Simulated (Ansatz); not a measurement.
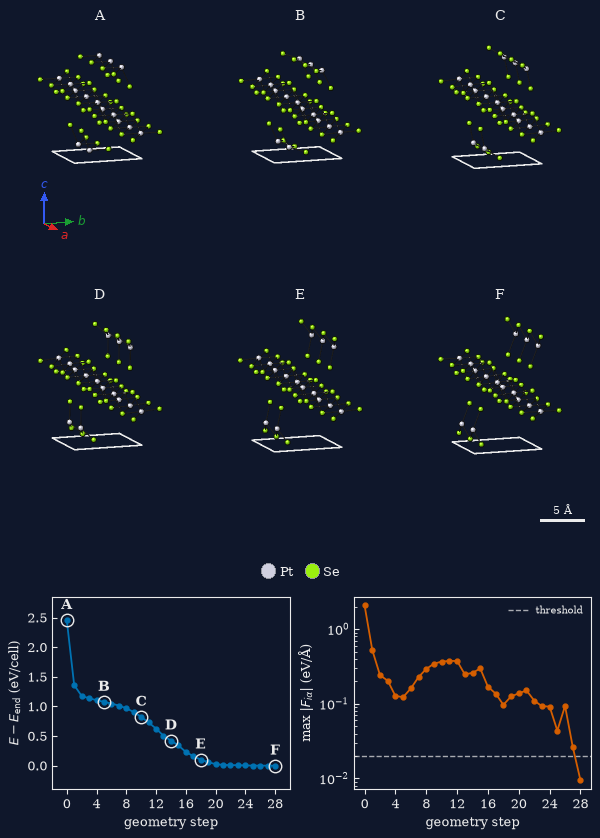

Frames of a relaxation of a slab of composition Pt3Se5 (cut from the P-3m1 phase), marked on the history of the run. A ball-and-stick model of the 2 × 1 repeat of the cell, outlined in the plane, without the vacuum (origin shifted), seen slightly off an axis.

Case: (0 1 2) slab, atoms relaxed. The slab is the (0 1 2) face of PtSe2.

The calculation used DFT PBEsol, scalar-relativistic, plane waves, PAW (Ansatz 0.2.0). Settings: plane-wave cutoff 420 eV; k-point mesh 9 × 5 × 1; occupations gaussian; smearing width 0.1 eV; no spin polarisation; dipole correction; atoms relaxed in a fixed cell; force threshold 0.02 eV/Å; at most 60 steps.

> Describe the path.

Over 28 geometry steps the energy falls by 2.460 eV per cell of the calculation. Largest force component: 2.1 eV/Å at the start, 0.0095 eV/Å at the end. The largest moves relative to the layer's centre, 3.69 Å, are those of Se atoms. Largest moves by element: Se 3.69 Å, Pt 1.99 Å. The lattice vectors keep their values. Some distances before and after: Se–Se 3.183 → 6.559 Å, Se–Se 3.183 → 5.674 Å, Pt–Se 4.524 → 2.768 Å, Se–Se 3.183 → 2.838 Å. New bonds form, among them: Pt–Se (4.52 → 2.77 Å). Among the angles between lasting bonds that change: Pt–Se–Pt 96.8° → 68.1°, Se–Pt–Se 96.8° → 119.5°, Pt–Se–Pt 96.8° → 105.7°. From step 0 to 5: Se atoms move most (0.46 Å), energy −1.383 eV per cell of the calculation. From step 5 to 10: Se atoms move most (0.97 Å), energy −0.252 eV per cell of the calculation. From step 10 to 14: Se atoms move most (0.78 Å), energy −0.401 eV per cell of the calculation. From step 14 to 18: Se atoms move most (0.79 Å), energy −0.321 eV per cell of the calculation. From step 18 to 28: Se atoms move most (0.77 Å), energy −0.103 eV per cell of the calculation.
